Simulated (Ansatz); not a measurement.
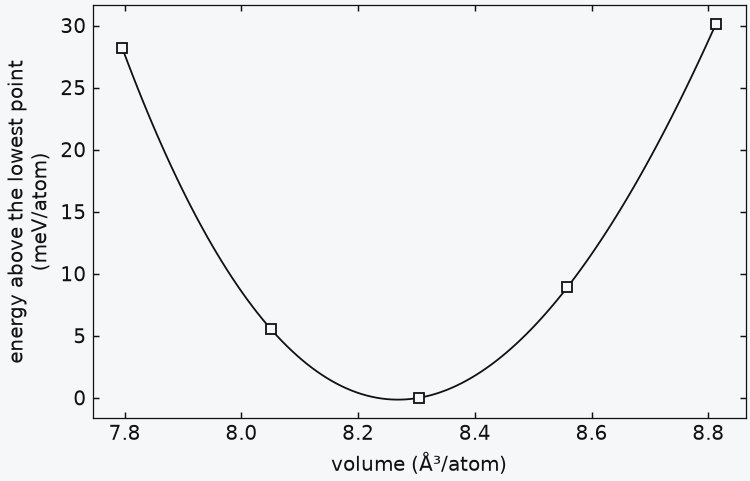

The plot gives the computed energy above the lowest point against volume for CrO₂, space group Fm-3m (No. 225) (one of a set of cubic test structures, which need not be the stable phase).

How it was computed, with Ansatz 0.2.0 development build: equation of state of a cubic crystal from periodic Kohn-Sham density functional theory without spin, third-order Birch-Murnaghan fit to the free energies; pressure corrected for the finite basis. Level: r2SCAN.

structure type fluorite; atoms in cell 3; space group number 225; lattice centring face-centred primitive; k mesh 12×12×12; occupation method Fermi–Dirac; occupation width 0.1 eV; wave cutoff 700 eV; datasets hard PAW; density tolerance 1e−09 eV; bands 17; density cutoff ratio 4; search for lower states default; xc grid level 2.

From this curve and the settings, what does the calculation give for the pressure at the same points?

The pressure falls from 20.2 GPa at volume 7.7960 Å³/atom to −16.8 GPa at 8.8129 Å³/atom, and changes sign near 8.27 Å³/atom.

```tsv
volume (Å³/atom)	pressure (GPa)
7.7960	20.2
8.0503	8.6
8.3045	-1.3
8.5587	-9.7
8.8129	-16.8
```

Limits of the calculation: cubic model structure, not the ambient form; modest k-mesh, values are not fully converged in k; no spin polarisation, a magnetic state may lie lower; pseudopotentials made with PBE, not this functional.
